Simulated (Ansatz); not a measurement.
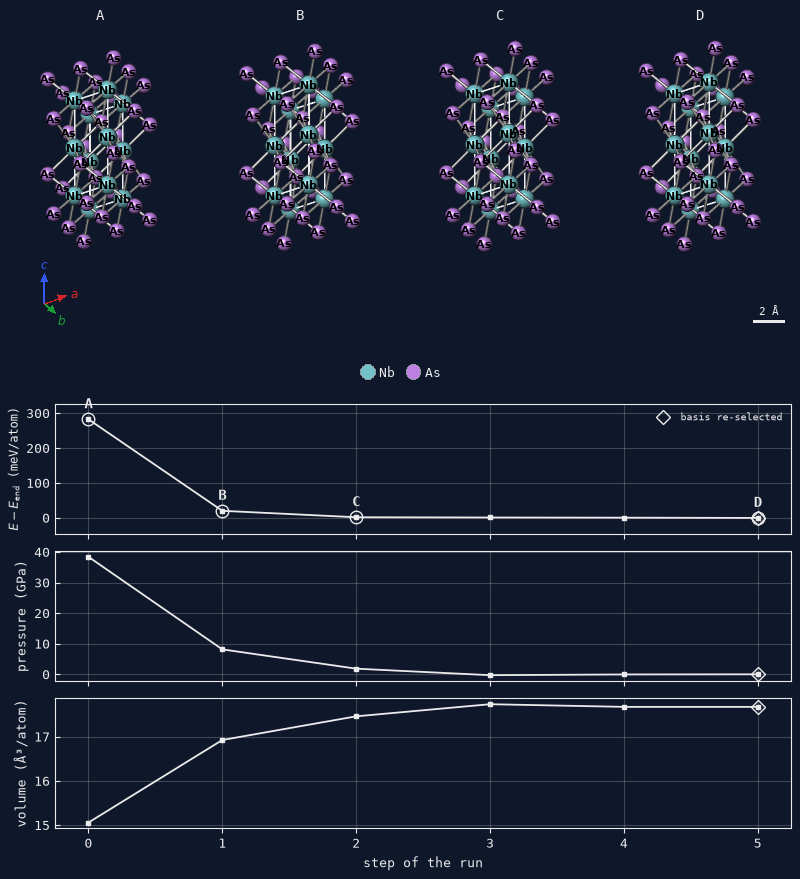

Frames of a relaxation of solid NbAs (a generated structure, set up in P6_3/mmc) (coarse preliminary run), marked on the history of the run. A ball-and-stick model of the cell of the calculation, seen from a free direction.

Case: N → As, Ta → Nb on all its sites, cell and atoms relaxed.

Level of theory: Ansatz 0.2.0, DFT PBE, scalar-relativistic, plane waves, PAW.

Input file:
```yaml
crystal:
  lattice:
    - [3.2493201615, 0.0, 0.0]
    - [-1.6246600807, 2.8139938049, 0.0]
    - [0.0, 0.0, 6.5884674015]
  atoms:
    - { symbol: Nb, position: [0.0, 0.0, 0.0] }
    - { symbol: Nb, position: [0.0, 0.0, 0.5] }
    - { symbol: As, position: [0.3333333333, 0.6666666667, 0.25] }
    - { symbol: As, position: [0.6666666667, 0.3333333333, 0.75] }
basis:
  ecutwfc: 420
kpoints:
  mp_grid: { grid: [6, 6, 4] }
hamiltonian:
  xc: pbe
scf:
  occupations: { method: gaussian, width: 0.1 }
output:
  forces: true
  stress: true
  eigenvalues: true
relax:
  adjacent_minimum: "off"
  f_tol: 0.05
  max_steps: 60
  cell: { stress_tol: 0.5 }
```

Run as
```bash
ansatz run input.yaml --threads 1 --pin off --max-ram 2560MiB --backend cpu --events-out ev --progress --plain --runs-dir out
```

> What happens along the run?

The atoms keep their places relative to the cell (all moves are under 0.005 Å). The drawn cell changes as follows: a = b 3.249 → 3.400 Å (+4.6 %), c 6.588 → 7.061 Å (+7.2 %); the volume changes by +17.4 %. Among the contacts that change: Nb1–Nb1 3.249 → 3.400 Å, Nb1–As3 2.496 → 2.640 Å. The space group stays P6_3/mmc (No. 194). Over 4 accepted moves (5 points after the start) the energy falls by 283 meV per atom. All forces vanish by symmetry, so only the cell relaxes. The pressure goes from 38.45 to 0.03 GPa. The SCF was repeated once at an unchanged geometry on a basis and grid sized afresh for the cell, which shifted the energy by 0.8 meV per atom at most. Cost: 15 s on 1 thread of Arm Neoverse V2, on a shared host, peak memory 0.35 GiB. From step 0 to 1: volume +12.4 %, energy −262 meV per atom. From step 1 to 2: volume +3.2 %, energy −18.5 meV per atom. From step 2 to 5: volume +1.2 %, energy −2.0 meV per atom.

```csv
step,"E − E(0), meV/atom","pressure, GPa","volume, Å³/atom",note
0,0.00,38.45,15.061,
1,-262.16,8.18,16.927,
2,-280.65,1.88,17.462,
3,-281.34,-0.25,17.736,
4,-281.84,-0.01,17.675,
5,-282.62,0.03,17.675,"same geometry, new basis"
```
